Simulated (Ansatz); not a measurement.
# Run report: Al, single-point calculation

System: Al (1 atom in the cell).
Method: DFT r2SCAN, scalar-relativistic, plane waves, PAW, no spin polarisation (Ansatz 0.2.0).

The structure derives from a Materials Project entry. It belongs to a series of runs on one base structure; here: volume × 1.10. Figures and captions count atoms from 1; the log counts them from 0 in places.

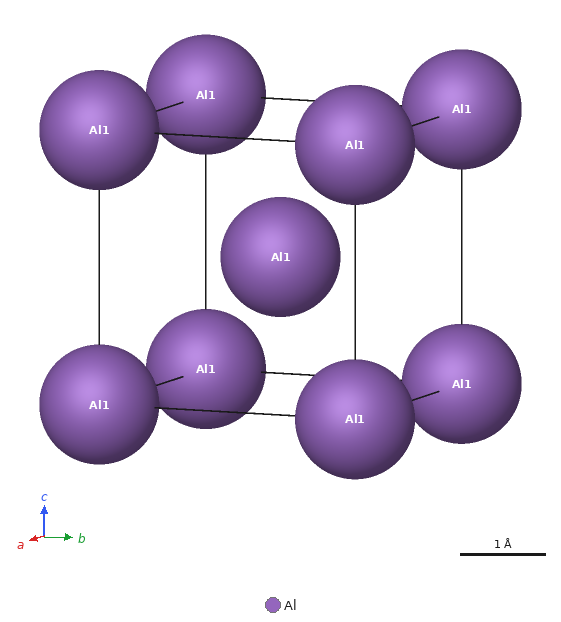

The structure (spheres-only view of the cell 2 times as large as that of the calculation, set on its symmetry axes, seen slightly off an axis; atoms are numbered from 1 in the order of the input).

### Input file
```yaml
crystal:
  lattice:
    - [-1.6458349773, 1.6458349773, 1.6458349773]
    - [1.6458349773, -1.6458349773, 1.6458349773]
    - [1.6458349773, 1.6458349773, -1.6458349773]
  atoms:
    - { symbol: Al, position: [0.0, 0.0, 0.0] }
basis:
  ecutwfc: 500
kpoints:
  mp_grid: { grid: [18, 18, 18] }
hamiltonian:
  xc: r2scan
scf:
  occupations: { method: gaussian, width: 0.1 }
output:
  forces: true
  stress: true
  eigenvalues: true
  write_density: true
  write_potential: true
  elf: true
  volumetric_format: npy
```

Machine: 1 thread of Intel Xeon (Sapphire Rapids), 192 GiB of memory available, shared host.

Launch command:
```bash
ansatz run input.yaml --threads 1 --pin off --max-ram 2560MiB --backend cpu --events-out ev --progress --plain --runs-dir out
```

### Log
```
Engine: ansatz 0.2.0, x86_64-unknown-linux-gnu
Pseudopotentials: kind: paw
Pseudopotential: Al, paw, valence charge 3, recommended cutoff 500 eV (meta_gga), Al.paw.azcp
Functional definition: r2SCAN
  parameter k0 = 0.174
  parameter k1 = 0.065
  parameter a1 = 4.9479
  exchange = r2scan_x(k0 = k0, k1 = k1, a1 = a1)
  correlation = r2scan_c
Crystal: 1 atoms, lattice volume = 17.833 Å³
Basis set: ecut = 500 eV, 459 PW (Γ), exchange–correlation on 96×96×96 points (64 copies of the dense FFT grid, shifted against one another)
Bands: 6, of which v1, the nominal top of the filled ones, is band 2 counted from 1 (1 counted from 0)
Symmetry: 48 space group operations
Space group: Im-3m (ITA 229), of the structure as read, at distance tolerance 2.6e-5 Å
k-points: 195 of 5832
Non-local potential: Al, projectors of the file, l = 0: 2, l = 1: 2, l = 2: 1
PAW form: soft (Blöchl's): semilocal exchange-correlation on the pseudo side does not see the compensation charge
PAW frozen core: Al, regenerated for the run's functional (the file was generated under x = pbe(κ = 0.804, μ = 0.2195149727645171), c = pbe(β = 0.06672455060314922))
PAW one-centre angular grid: Al, 302 points (default); XC on 160 Gauss nodes
Initial density: superposition of atomic densities (neutral atoms: chi_scale 0, normalization atom), corrected by the library's trained network
Initial wavefunctions: pseudopotential atomic-orbital guess
Functional: x = r2scan, c = r2scan; τ floored in thin density (d = 2e-4 eV/Å³)
SCF iter   1: F=—  HF=-540.257714 eV  |F-HF|=—  |Δ(HF+E_count)|=         —  Δρ=4.25e-3  dr2=3.87e-3  dr2_τ=2.81e-3  ethr=1.77e-3  ⟨swp⟩=4.6  Hψ=10397  notcnv=0
preconditioner: auto → none  [metal: Δε(μ)=0.075 eV  Ē_g=13.478 eV  σ=0.100 eV  W_gap=0.37  n_scr=0 (ndim 8)  ℏωp=15.2 eV  f_vac=0.000  D(μ)=0.31/eV (n_scr^D=0)]
SCF iter   2: F=—  HF=-540.264461 eV  |F-HF|=—  |Δ(HF+E_count)|=   6.75e-3  Δρ=2.74e-3  dr2=1.59e-3  dr2_τ=2.79e-6  ethr=1.29e-4  ⟨swp⟩=2.6  Hψ=3211  notcnv=0  defer=40
SCF iter   3: F=—  HF=-540.264290 eV  |F-HF|=—  |Δ(HF+E_count)|=   1.71e-4  Δρ=1.07e-3  dr2=2.34e-4  dr2_τ=2.31e-7  ethr=5.31e-5  ⟨swp⟩=1.0  Hψ=1091  notcnv=0  defer=40
SCF iter   4: F=—  HF=-540.264270 eV  |F-HF|=—  |Δ(HF+E_count)|=   2.04e-5  Δρ=3.35e-4  dr2=2.23e-5  dr2_τ=1.42e-8  ethr=7.81e-6  ⟨swp⟩=1.0  Hψ=1091  notcnv=0  defer=40
SCF iter   5: F=—  HF=-540.264269 eV  |F-HF|=—  |Δ(HF+E_count)|=   1.04e-6  Δρ=6.14e-5  dr2=7.33e-7  dr2_τ=4.15e-10  ethr=7.44e-7  ⟨swp⟩=1.0  Hψ=1091  notcnv=0  defer=40
SCF iter   6: F=-540.264269 eV  HF=-540.264269 eV  |F-HF|=5.57e-12  |Δ(HF+E_count)|=   5.07e-9  Δρ=5.54e-6  dr2=5.80e-9  dr2_τ=4.05e-12  ethr=3.33e-9  ⟨swp⟩=8.1  Hψ=6689  notcnv=0
SCF 1 converged in 6 iterations: F = -540.264269 eV  dr2 = 5.80e-9
  greatest PAW one-centre occupation: 0.450 electrons in one spin orbital (limit 2), on the Al atom at site 0 (counted from 0), in its partial waves of l = 0
SCF converged after 6 iterations
Free energy (F): -540.264269 eV
Harris-Foulkes:  -540.264269 eV  (|F-HF|=5.57e-12)
Internal energy: -540.262621 eV  (E = F + TS)
E sigma→0 (E₀):  -540.263445 eV
Entropy (-TS):   -0.001648 eV (-1.648 meV/atom)
Fermi energy:    7.202339 eV
--- Per-component energies (eV) ---
  E_band       = 8.135955
  E_kinetic    = 21.728525
  E_local      = 9.110155  (includes V_loc(G=0)·N_el)
  E_nonlocal   = 9.589502
  E_hartree    = 0.061200
  E_xc         = -36.111053
  E_vxc        = -30.394403  (∫ρ·V_xc dr)
  E_paw        = -472.940450  (= ΣΔE_a)
  E_vpaw       = -3.258902  (= ΣTr[D̂ρ^β])
  E_aug_tail   = -0.000001  (compensation charges beyond the density's cutoff)
  E_vtau       = 1.238683  (kinetic-family band-sum trace: ∫τ·v_τ [+ j·A + Jᵃ·Aᵃ] dr)
  E_ewald      = -71.640391
  E_core_change = -0.060108  (= ΣΔE_core)
  E_smearing   = -0.001648  (= −TS)
  E_closure    = 0.000000  (closes the sum)
  Σ components = -540.264269   (vs F -540.264269, Δ=0.00e0)
--- Forces (eV/Å), atoms counted from 1 ---
  atom   1  Al     0.00000000     0.00000000     0.00000000
  max |Σ_I F_I| component: 3.45e-34 eV/Å
--- Stress (GPa, compression-positive) ---
       -6.328260       0.000000      -0.000000
       -0.000000      -6.328260       0.000000
        0.000000      -0.000000      -6.328260
  P = ⅓ Tr σ = -6.3283 GPa (-63.283 kbar)
--- Band table (eV; the first three rows and the last of 195) ---
  k-point 0: bands = ["-4.1224", "20.7337", "20.7337", "20.7337", "21.9657", "21.9657"]
  k-point 1: bands = ["-4.0324", "19.5041", "19.9693", "20.3627", "21.6213", "22.5129"]
  k-point 2: bands = ["-3.7629", "17.3387", "18.9391", "19.5402", "20.8468", "22.0221"]
  k-point 194: bands = ["9.0730", "9.0730", "9.0730", "10.2934", "10.2934", "12.7255"]
```

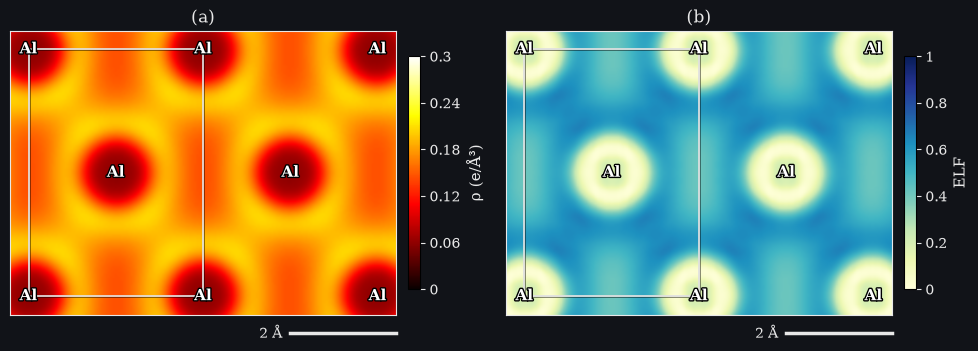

(a) valence pseudo-density; (b) ELF on the (110) plane of the conventional cell. Atoms in the plane: Al. Al–Al (2.85 Å): ρ is about 0.19 e/Å³ halfway; the ELF is about 0.65 at the midpoint, which marks nearly free electrons, as in a simple metal. Away from the nuclei the density in this plane falls to 0.15 e/Å³ at its lowest. In a PAW calculation such maps are meaningful between the atoms, not at the nuclei.

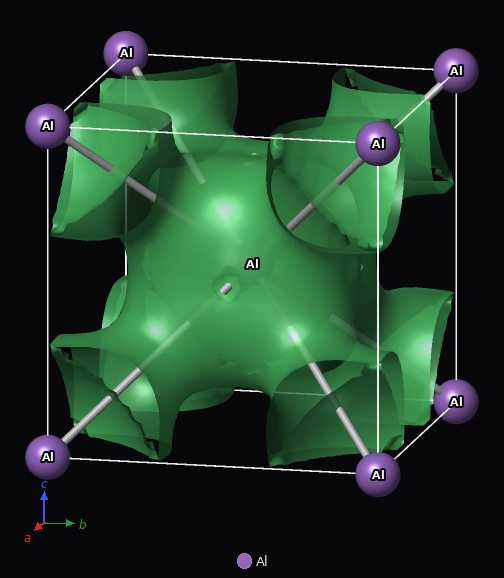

Isosurface of the ELF at 0.55 (green), seen slightly off an axis. Core shells and regions of very low density are left out. Sticks mark near contacts. The outline is the cell set on symmetry axes. Along the contacts the grid gives the following. Al–Al (2.85 Å): the ELF peaks at about 0.65 between the atoms.

### Results in brief

```json
{"quantity": "outcome", "value": "converged"}
{"quantity": "space group (tolerance 0.01 Å)", "value": "Im-3m (229)"}
{"quantity": "electrons treated", "value": "3"}
{"quantity": "free energy", "value": "−540.2643 eV"}
{"quantity": "Fermi energy", "value": "7.202 eV"}
{"quantity": "gap on the k-point mesh", "value": "none (metallic)"}
{"quantity": "pressure", "value": "−6.33 GPa"}
{"quantity": "largest force (length of the vector)", "value": "under 0.001 eV/Å"}
{"quantity": "wall time", "value": "3.6 s"}
{"quantity": "peak memory", "value": "0.39 GiB"}
```

### Notes

The cell is under a tension of 6.3 GPa at this level, so it is not at its equilibrium volume.
